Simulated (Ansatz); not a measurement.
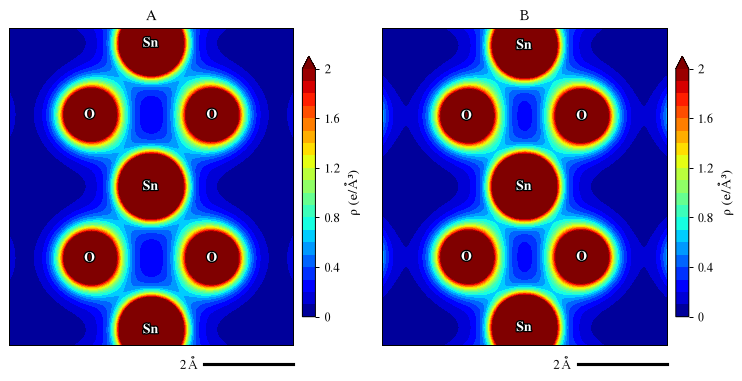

SnO₂. The valence charge density (pseudo) of two cells that differ in size and shape, on the (011) plane of each (indices in the axes of the calculation cell), at one length scale and on one colour scale: A has 12.7 Å³ an atom and B 11.2.

All numbers below come from DFT LDA, scalar-relativistic, plane waves, PAW (Ansatz).

The density is the valence pseudo-density of a PAW calculation; it isn't the true density close to the nuclei.

The larger cell:

```
CELL_PARAMETERS angstrom
3.20536 1.85061 4.29120
-3.20536 1.85061 4.29120
0.00000 -3.70123 4.29120
ATOMIC_POSITIONS crystal
Sn 0.86454 0.86454 0.86454
Sn 0.36487 0.36487 0.86488
Sn 0.36487 0.86488 0.36487
Sn 0.86488 0.36487 0.36487
O 0.11991 0.61961 0.61961
O 0.61961 0.11991 0.61961
O 0.61961 0.61961 0.11991
O 0.60994 0.60994 0.60994
O 0.11985 0.11985 0.11985
O 0.10969 0.10969 0.61000
O 0.10969 0.61000 0.10969
O 0.61000 0.10969 0.10969
```

The smaller cell: a = 5.326 Å, b = 5.326 Å, c = 5.326 Å, α = 72.71°, β = 72.71°, γ = 72.71°.

### What changes from the larger cell to the smaller?

From the larger cell to the smaller, Sn–O goes from 2.11 to 2.04 Å, and the density at its midpoint from 0.6 to 0.69 e/Å³; the pressure goes from −5 to 16 GPa; the Kohn–Sham gap goes from 1.6 eV to 2.1 eV.

PAW datasets: the set soft_1.
